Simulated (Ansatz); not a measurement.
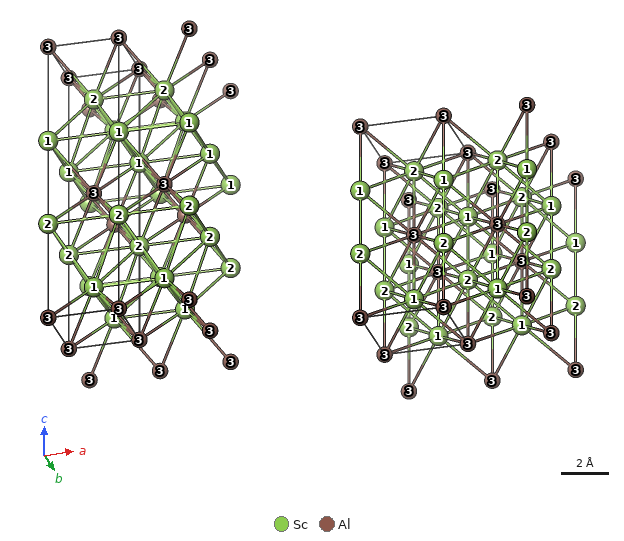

Two geometries of solid Sc2Al (built on the MoSi2 (C11b) type), drawn at one scale. One is the start of a relaxation, the other its converged end. A ball-and-stick model of the conventional cell (2 times the calculation's cell), repeated 2 × 2 × 1 with one cell outlined, seen from a free direction. Lengths and directions refer to the drawn axes.

Method: Ansatz 0.2.0, DFT r2SCAN, scalar-relativistic, plane waves, PAW. Set-up: plane-wave cutoff 500 eV; k-point mesh 18 × 18 × 18; occupations gaussian; smearing width 0.1 eV; no spin polarisation; cell and atoms relaxed; force threshold 0.01 eV/Å; at most 80 steps.

Q: Which one is relaxed?

A: The left one is the relaxed one. Case: MoSi2 (C11b) type (I4/mmm, No. 139). After 14 accepted moves (16 points after the start) the energy has fallen by 163 meV per atom. The largest force component goes from 0.24 to 0.0004 eV/Å. The pressure goes from 1.20 to 0.00 GPa. At 2 points the geometry stayed and the basis and grid were re-selected for the new cell (energy shift of 9.7 meV per atom at most each time). The largest moves relative to the cell, 0.15 Å, are those of Sc1 and Sc2. Sc2 goes along +c. Al stays in place. The drawn cell changes as follows: a = b 3.713 → 3.143 Å (−15.3 %), c 9.108 → 12.907 Å (+41.7 %); the volume changes by +1.5 %. Some distances before and after: Sc1–Al3 3.051 → 4.475 Å, Sc1–Sc2 3.006 → 3.957 Å, Sc1–Sc1 3.713 → 3.143 Å, Sc1–Sc2 (another image) 3.048 → 3.343 Å. Bonds break, among them: Sc1–Sc2 (3.01 → 3.96 Å). The space group stays I4/mmm (No. 139). The run took 21 min on 1 thread of Arm Neoverse V1, on a shared host, peak memory 0.99 GiB.
